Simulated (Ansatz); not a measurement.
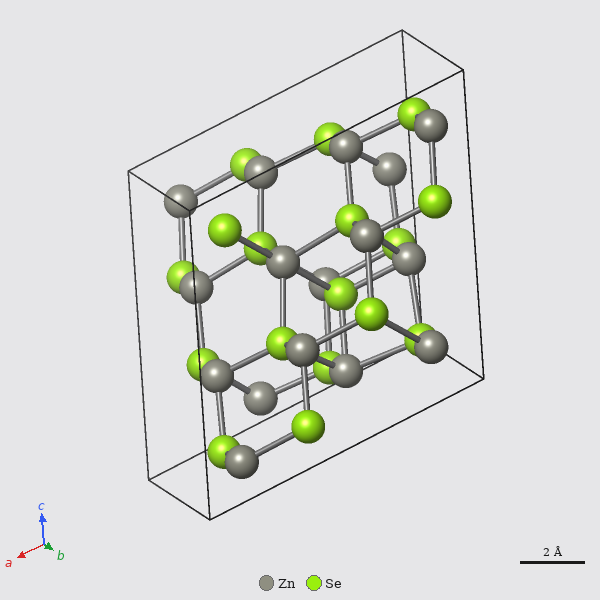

This ball-and-stick model is shown from a general direction. The supercell is drawn as a box. The host is ZnSe, in a cell of 32 sites, and the cell carries a charge of -1.

Where does the cell differ from the host, and how?

An interstitial selenium atom. It is bonded to four Zn in a tetrahedral arrangement at about 2.5 Å.

Calculation details: DFT PBE, scalar-relativistic, plane waves, PAW (Ansatz 0.2.0); 420 eV cutoff, a 2×2×2 mesh of k-points, Gaussian smearing of 0.01 eV, collinear spins.

Does the defective cell carry a moment?

Yes, 1.0 μB in the cell.

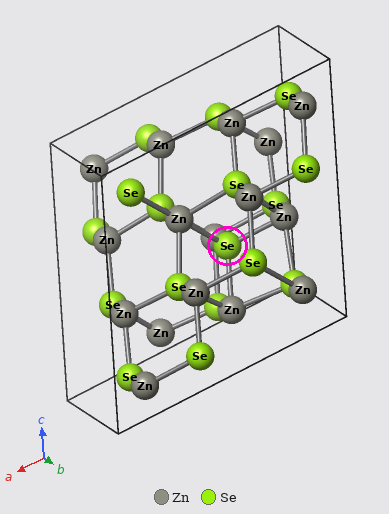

The same cell with a ring at the defect's site.

The atoms were relaxed in the host's cell with Ansatz, DFT PBE, scalar-relativistic, plane waves, PAW.
